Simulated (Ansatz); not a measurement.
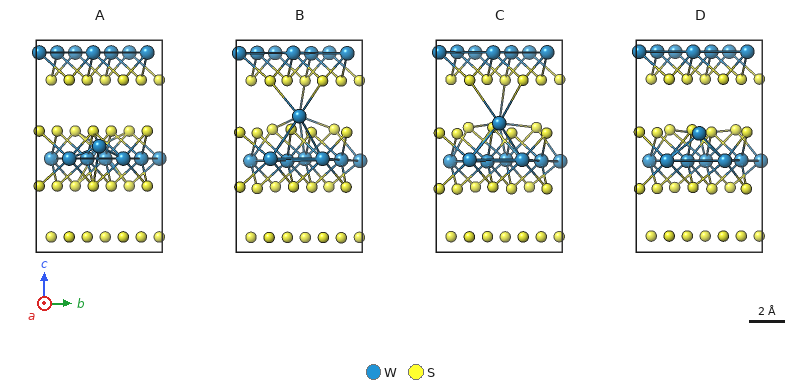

4 geometries from one relaxation of a defect cell of composition W15S28, in shuffled order. The picture is a ball-and-stick view of the cell of the calculation, reduced to other axes (origin shifted), seen along the a axis. Lengths and directions refer to the drawn axes.

Case: W interstitial, charge +0, atoms relaxed at the host's cell.

These are results of Ansatz 0.2.0, DFT PBE+D3(BJ), scalar-relativistic, plane waves, PAW, not measurements. (plane-wave cutoff 420 eV; k-point mesh 2 × 2 × 2; occupations gaussian; smearing width 0.01 eV; no spin polarisation; atoms relaxed in a fixed cell; force threshold 0.025 eV/Å; at most 45 steps)

Question: Order the frames from highest to lowest energy.

Answer: A, D, C, B. They are steps 0, 4, 7, 20, at +23.839 eV per cell of the calculation, +2.686 eV per cell of the calculation, +0.818 eV per cell of the calculation relative to the last. Over 16 accepted moves (20 points after the start) the energy falls by 23.839 eV per cell of the calculation. The largest force component goes from 23 to 0.012 eV/Å. The line search rejected the trial steps at points 11, 16, 18 of the run. 1 step only repeated the SCF at the same geometry. The largest move is that of a W atom, 1.73 Å along +c. By element the largest moves are W 1.73 Å, S 0.31 Å. The cell doesn't change. Among the contacts that change: S–W 4.213 → 2.683 Å, S–W 2.916 → 4.431 Å, W–W 1.952 → 3.007 Å, S–W 2.407 → 2.628 Å. New bonds form, among them: S–W (4.21 → 2.68 Å). Bond angles that change, for instance: W–W–S 175.5° → 105.8°, W–W–W 107.8° → 60.6°, W–S–W 113.6° → 151.0°.

Limits of the set-up: the periodic images lie only 8.3 Å apart, so the values are limited by the cell's size.
